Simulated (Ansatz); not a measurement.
Geometry relaxation, with input and output: Zr3O (part 2 of 2)

The same run, continued: Zr3O (Pm-3m, 4 atoms in the cell); DFT r2SCAN, scalar-relativistic, plane waves, PAW, no spin polarisation (Ansatz 0.2.0); cutoff 500 eV, 12×12×12 k-mesh, Gaussian smearing of 0.1 eV. The structure was made by swapping elements on the sites of another compound; it need not be a known phase. It belongs to a series of runs on one base structure; here: Cu3Au (L1_2) type (Pm-3m, No. 221).

Geometry of the input (Å; fractional positions):
```
4.1441  0.0000  0.0000
0.0000  4.1441  0.0000
0.0000  0.0000  4.1441
Zr 0.0000  0.5000  0.5000
Zr 0.5000  0.0000  0.5000
Zr 0.5000  0.5000  0.0000
O  0.0000  0.0000  0.0000
```

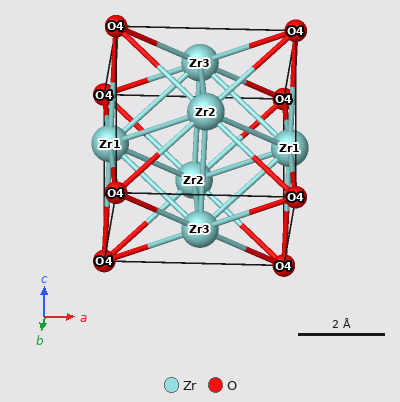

The geometry at step 2 of the log (ball-and-stick view of the cell of the calculation, seen at an oblique angle; atoms are numbered from 1 in the order of the input).

What the program printed, continued:
```
SCF iter   1: F=—  HF=-13150.199268 eV  |F-HF|=—  |Δ(HF+E_count)|=         —  Δρ=9.66e-3  dr2=1.17e-1  dr2_τ=2.94e-2  ethr=2.85e-4  ⟨swp⟩=1.0  Hψ=11368  notcnv=0
preconditioner: auto → Kerker (q_TF=auto, 2.488 Å⁻¹)  [metal: Δε(μ)=0.023 eV  Ē_g=3.962 eV  σ=0.100 eV  W_gap=0.13  n_scr=18 (ndim 8)  ℏωp=17.4 eV  f_vac=0.000  D(μ)=5.40/eV (n_scr^D=56)]
SCF iter   2: F=—  HF=-13150.241932 eV  |F-HF|=—  |Δ(HF+E_count)|=   4.27e-2  Δρ=6.91e-3  dr2=2.56e-2  dr2_τ=8.31e-3  ethr=2.79e-4  ⟨swp⟩=2.0  Hψ=3326  notcnv=0
SCF iter   3: F=—  HF=-13150.238630 eV  |F-HF|=—  |Δ(HF+E_count)|=   3.30e-3  Δρ=1.95e-3  dr2=5.54e-3  dr2_τ=9.24e-5  ethr=6.09e-5  ⟨swp⟩=2.0  Hψ=3283  notcnv=0  defer=4
SCF iter   4: F=—  HF=-13150.237978 eV  |F-HF|=—  |Δ(HF+E_count)|=   6.52e-4  Δρ=8.87e-4  dr2=7.38e-4  dr2_τ=5.39e-5  ethr=1.32e-5  ⟨swp⟩=2.0  Hψ=2905  notcnv=0  defer=4
SCF iter   5: F=—  HF=-13150.237960 eV  |F-HF|=—  |Δ(HF+E_count)|=   1.85e-5  Δρ=2.04e-4  dr2=2.45e-5  dr2_τ=1.69e-6  ethr=1.76e-6  ⟨swp⟩=2.0  Hψ=2498  notcnv=0  defer=4
SCF iter   6: F=—  HF=-13150.237985 eV  |F-HF|=—  |Δ(HF+E_count)|=   2.54e-5  Δρ=4.14e-5  dr2=1.33e-6  dr2_τ=4.62e-8  ethr=5.84e-8  ⟨swp⟩=2.9  Hψ=4103  notcnv=0  defer=4
SCF iter   7: F=—  HF=-13150.237987 eV  |F-HF|=—  |Δ(HF+E_count)|=   1.62e-6  Δρ=1.02e-5  dr2=5.25e-8  dr2_τ=1.43e-8  ethr=3.16e-9  ⟨swp⟩=2.4  Hψ=3704  notcnv=0  defer=4
SCF iter   8: F=—  HF=-13150.237987 eV  |F-HF|=—  |Δ(HF+E_count)|=   4.24e-8  Δρ=3.19e-6  dr2=7.67e-9  dr2_τ=6.47e-10  ethr=1.25e-10  ⟨swp⟩=2.0  Hψ=2840  notcnv=0  defer=4
SCF iter   9: F=—  HF=-13150.237987 eV  |F-HF|=—  |Δ(HF+E_count)|=   5.42e-9  Δρ=7.61e-7  dr2=4.09e-10  dr2_τ=1.26e-11  ethr=1.83e-11  ⟨swp⟩=2.3  Hψ=3229  notcnv=0  defer=4
SCF iter  10: F=-13150.237987 eV  HF=-13150.237987 eV  |F-HF|=5.46e-12  |Δ(HF+E_count)|=  5.49e-10  Δρ=1.38e-7  dr2=1.24e-11  dr2_τ=1.80e-12  ethr=1.00e-12  ⟨swp⟩=6.0  Hψ=9033  notcnv=0
SCF 3 converged in 10 iterations: F = -13150.237987 eV  dr2 = 1.24e-11
relax step   3: F+E_penalty+E_count = -13150.23798683 eV  Δ(F+E_penalty+E_count) = -9.703e-3 eV  max|allowed force component| = 4.782e-30 eV/Å  Δτ_max = 0.0000 Å  P = -0.027 GPa  Ω = 72.983 Å³  energy of the carried Pulay correction = -8.306e-4 eV  (10 SCF iters, accepted)
Initial wavefunctions: pseudopotential atomic-orbital guess (no wavefunctions were taken with the density)
iter 1 solved again at ethr=1.26e-8 eV; its pass at ethr=3.10e-3 eV (dr2=5.30e-6 eV) is discarded
SCF iter   1: F=—  HF=-13150.238782 eV  |F-HF|=—  |Δ(HF+E_count)|=         —  Δρ=1.18e-4  dr2=4.99e-7  dr2_τ=3.56e-6  ethr=1.26e-8  ⟨swp⟩=3.4  Hψ=15552  notcnv=0
preconditioner: auto → Kerker (q_TF=auto, 2.488 Å⁻¹)  [metal: Δε(μ)=0.014 eV  Ē_g=3.995 eV  σ=0.100 eV  W_gap=0.08  n_scr=18 (ndim 8)  ℏωp=17.4 eV  f_vac=0.000  D(μ)=5.20/eV (n_scr^D=56)]
SCF iter   2: F=—  HF=-13150.238816 eV  |F-HF|=—  |Δ(HF+E_count)|=   3.46e-5  Δρ=6.15e-5  dr2=1.61e-7  dr2_τ=9.69e-7  ethr=1.19e-9  ⟨swp⟩=2.3  Hψ=3936  notcnv=0
SCF iter   3: F=—  HF=-13150.238833 eV  |F-HF|=—  |Δ(HF+E_count)|=   1.68e-5  Δρ=1.49e-5  dr2=1.33e-7  dr2_τ=2.45e-8  ethr=3.84e-10  ⟨swp⟩=2.0  Hψ=3671  notcnv=0
SCF iter   4: F=—  HF=-13150.238833 eV  |F-HF|=—  |Δ(HF+E_count)|=   2.67e-8  Δρ=2.53e-6  dr2=1.69e-9  dr2_τ=8.76e-10  ethr=3.16e-10  ⟨swp⟩=2.0  Hψ=2644  notcnv=0
SCF iter   5: F=—  HF=-13150.238833 eV  |F-HF|=—  |Δ(HF+E_count)|=   1.25e-8  Δρ=7.05e-7  dr2=3.27e-10  dr2_τ=5.53e-11  ethr=4.02e-12  ⟨swp⟩=2.0  Hψ=3628  notcnv=0
SCF iter   6: F=-13150.238833 eV  HF=-13150.238833 eV  |F-HF|=5.46e-12  |Δ(HF+E_count)|=  4.62e-10  Δρ=2.23e-7  dr2=3.63e-11  dr2_τ=2.84e-12  ethr=1.00e-12  ⟨swp⟩=3.0  Hψ=8260  notcnv=0
SCF 4 converged in 6 iterations: F = -13150.238833 eV  dr2 = 3.63e-11
  greatest PAW one-centre occupation: 0.989 electrons in one spin orbital (limit 2), on the Zr atom at site 1 (counted from 0), in its partial waves of l = 0
relax step   4: F+E_penalty+E_count = -13150.23883289 eV  Δ(F+E_penalty+E_count) = -8.461e-4 eV  max|allowed force component| = 8.217e-30 eV/Å  Δτ_max = 0.0000 Å  P = -0.023 GPa  Ω = 72.983 Å³  stress off target by 2.30e-2 GPa  SCF on the basis re-selected at this cell (its energy is not comparable with the rows above)  (6 SCF iters)
basis re-selected at this cell: Δ(F+E_penalty+E_count) = -8.461e-4 eV, ΔP = +0.004 GPa vs the last step (what re-selecting the basis moved, of the pressure what is left beyond the Pulay correction that the steps carried, after the strain that the cell walked since its last selection, with what the two solves' SCF thresholds leave and, on support functions, any second-order correction that the steps lacked; it is no measure of the basis error at this ecutwfc). This SCF's stress stands 2.30e-2 GPa from its target on what of the cell is left free (relax.cell.stress_tol is 5.00e-2 GPa) and its largest allowed force component is 8.22e-30 eV/Å (relax.f_tol is 1.00e-2 eV/Å): within both
SCF converged after 6 iterations
Free energy (F): -13150.238833 eV
Harris-Foulkes:  -13150.238833 eV  (|F-HF|=5.46e-12)
Internal energy: -13150.212850 eV  (E = F + TS)
E sigma→0 (E₀):  -13150.225842 eV
Entropy (-TS):   -0.025982 eV (-6.496 meV/atom)
Fermi energy:    14.309757 eV
--- Per-component energies (eV) ---
  E_band       = -276.087920
  E_kinetic    = 1174.625009
  E_local      = -2063.172757  (includes V_loc(G=0)·N_el)
  E_nonlocal   = 292.787142
  E_hartree    = 646.911803
  E_xc         = -539.354518
  E_vxc        = -739.144385  (∫ρ·V_xc dr)
  E_paw        = -9073.131335  (= ΣΔE_a)
  E_vpaw       = -280.257301  (= ΣTr[D̂ρ^β])
  E_aug_tail   = 0.000982  (compensation charges beyond the density's cutoff)
  E_vtau       = 45.249848  (kinetic-family band-sum trace: ∫τ·v_τ [+ j·A + Jᵃ·Aᵃ] dr)
  E_ewald      = -3588.353010
  E_core_change = -0.526166  (= ΣΔE_core)
  E_smearing   = -0.025982  (= −TS)
  E_closure    = -0.000000  (closes the sum)
  Σ components = -13150.238833   (vs F -13150.238833, Δ=0.00e0)
--- Forces (eV/Å), atoms counted from 1 ---
  atom   1  Zr     0.00000000     0.00000000     0.00000000
  atom   2  Zr     0.00000000     0.00000000     0.00000000
  atom   3  Zr     0.00000000    -0.00000000     0.00000000
  atom   4  O      0.00000000    -0.00000000    -0.00000000
  max |Σ_I F_I| component: 2.60e-29 eV/Å
--- Stress (GPa, compression-positive) ---
       -0.023000      -0.000000       0.000000
       -0.000000      -0.023000       0.000000
        0.000000       0.000000      -0.023000
  P = ⅓ Tr σ = -0.0230 GPa (-0.230 kbar)
--- Band table (eV; the first three rows and the last of 84) ---
  k-point 0: bands = ["-36.1155", "-35.7244", "-35.7244", "-14.0297", "-14.0297", "-14.0297", "-13.2242", "-13.2242", "-13.2242", "-12.6364", "-12.6364", "-12.6364", "-4.9056", "9.3270", "10.5003", "10.5003", "10.5003", "12.0732", "12.1877", "12.1877", "12.1890", "12.1890", "12.1890", "17.5119", "17.5119", "17.5119"]
  k-point 1: bands = ["-36.1096", "-35.7304", "-35.7243", "-14.0168", "-14.0168", "-14.0112", "-13.2290", "-13.2290", "-13.2269", "-12.6645", "-12.6468", "-12.6468", "-4.8981", "9.3888", "10.3265", "10.4522", "10.4522", "12.2062", "12.2165", "12.2790", "12.3042", "12.3042", "12.3835", "17.4242", "17.5434", "17.5434"]
  k-point 2: bands = ["-36.0927", "-35.7478", "-35.7240", "-13.9797", "-13.9797", "-13.9565", "-13.2444", "-13.2444", "-13.2343", "-12.7452", "-12.6753", "-12.6753", "-4.8776", "9.4622", "10.1183", "10.3383", "10.3383", "12.2948", "12.4576", "12.5458", "12.6213", "12.6213", "12.8923", "17.1882", "17.6150", "17.6150"]
  k-point 83: bands = ["-35.8516", "-35.8516", "-35.8516", "-14.4505", "-13.9765", "-13.9765", "-13.9765", "-12.7723", "-12.7723", "-12.7723", "-12.6004", "-12.6004", "-4.8515", "10.1249", "10.1249", "10.1249", "11.7155", "11.7155", "11.7155", "13.3034", "14.9892", "14.9892", "14.9892", "16.7851", "17.2858", "17.2858"]
--- Relaxed structure (3 steps of the walk, 2 accepted, 1 SCFs on fresh bases) ---
  F+E_penalty+E_count = -13150.23883289 eV   max|allowed force component| = 8.217e-30 eV/Å   (the final SCF, on the basis selected at the relaxed cell)
  cell:  # Å, volume = 72.9835 Å³
    - [4.179023986946406, 0.0, -3.209883240645393e-35]
    - [2.5679065925163143e-34, 4.179023986946406, -6.419766481290786e-35]
    - [-3.209883240645393e-35, -6.419766481290786e-35, 4.179023986946406]
  atoms:
    - { symbol: Zr, position: [1.840933513193752e-46, 0.5, 0.5] }
    - { symbol: Zr, position: [0.5, 3.037998007726294e-47, 0.5] }
    - { symbol: Zr, position: [0.5, 0.5, 9.686099309374117e-48] }
    - { symbol: O, position: [-3.970957640209889e-46, -1.188790007498603e-47, -2.9059311294410305e-47] }
```

Trajectory as extended XYZ (Å, eV, eV/Å), 4 frames, from step=1 to step=4:
```
4
Lattice="4.1441 0.0000 0.0000 0.0000 4.1441 0.0000 0.0000 0.0000 4.1441" Properties=species:S:1:pos:R:3:forces:R:3 step=1 energy=-13150.22828 pressure_GPa=1.92
Zr    0.0000    2.0720    2.0720    0.0000   0.0000   0.0000
Zr    2.0720    0.0000    2.0720    0.0000   0.0000   0.0000
Zr    2.0720    2.0720    0.0000    0.0000   0.0000   0.0000
O     0.0000    0.0000    0.0000    0.0000   0.0000   0.0000
4
Lattice="4.2215 0.0000 0.0000 0.0000 4.2215 0.0000 0.0000 0.0000 4.2215" Properties=species:S:1:pos:R:3:forces:R:3 step=2 energy=-13150.22086 pressure_GPa=-2.25 accepted=F
Zr    0.0000    2.1107    2.1107    0.0000   0.0000   0.0000
Zr    2.1107    0.0000    2.1107    0.0000   0.0000   0.0000
Zr    2.1107    2.1107    0.0000    0.0000   0.0000   0.0000
O     0.0000    0.0000    0.0000    0.0000   0.0000   0.0000
4
Lattice="4.1790 0.0000 0.0000 0.0000 4.1790 0.0000 0.0000 0.0000 4.1790" Properties=species:S:1:pos:R:3:forces:R:3 step=3 energy=-13150.23799 pressure_GPa=-0.03
Zr    0.0000    2.0895    2.0895    0.0000   0.0000   0.0000
Zr    2.0895    0.0000    2.0895    0.0000   0.0000   0.0000
Zr    2.0895    2.0895    0.0000    0.0000   0.0000   0.0000
O     0.0000    0.0000    0.0000    0.0000   0.0000   0.0000
4
Lattice="4.1790 0.0000 0.0000 0.0000 4.1790 0.0000 0.0000 0.0000 4.1790" Properties=species:S:1:pos:R:3:forces:R:3 step=4 energy=-13150.23883 pressure_GPa=-0.02
Zr    0.0000    2.0895    2.0895    0.0000   0.0000   0.0000
Zr    2.0895    0.0000    2.0895    0.0000   0.0000   0.0000
Zr    2.0895    2.0895    0.0000    0.0000   0.0000   0.0000
O     0.0000    0.0000    0.0000    0.0000   0.0000   0.0000
```

Key numbers:

```json
{"quantity": "outcome", "value": "converged"}
{"quantity": "space group (tolerance 0.01 Å)", "value": "Pm-3m (221)"}
{"quantity": "electrons treated", "value": "42"}
{"quantity": "free energy", "value": "−13150.2388 eV"}
{"quantity": "Fermi energy", "value": "14.310 eV"}
{"quantity": "gap on the k-point mesh", "value": "none (metallic)"}
{"quantity": "pressure", "value": "−0.02 GPa"}
{"quantity": "final volume", "value": "72.98 Å³"}
{"quantity": "largest force (length of the vector) at the end", "value": "under 0.001 eV/Å"}
{"quantity": "final cell", "value": "a = 4.179 Å, b = 4.179 Å, c = 4.179 Å, α = 90.00°, β = 90.00°, γ = 90.00°"}
{"quantity": "hardware", "value": "1 thread of Arm Neoverse V1, 24 GiB of memory available, shared host"}
{"quantity": "wall time", "value": "94 s"}
{"quantity": "peak memory", "value": "0.59 GiB"}
```
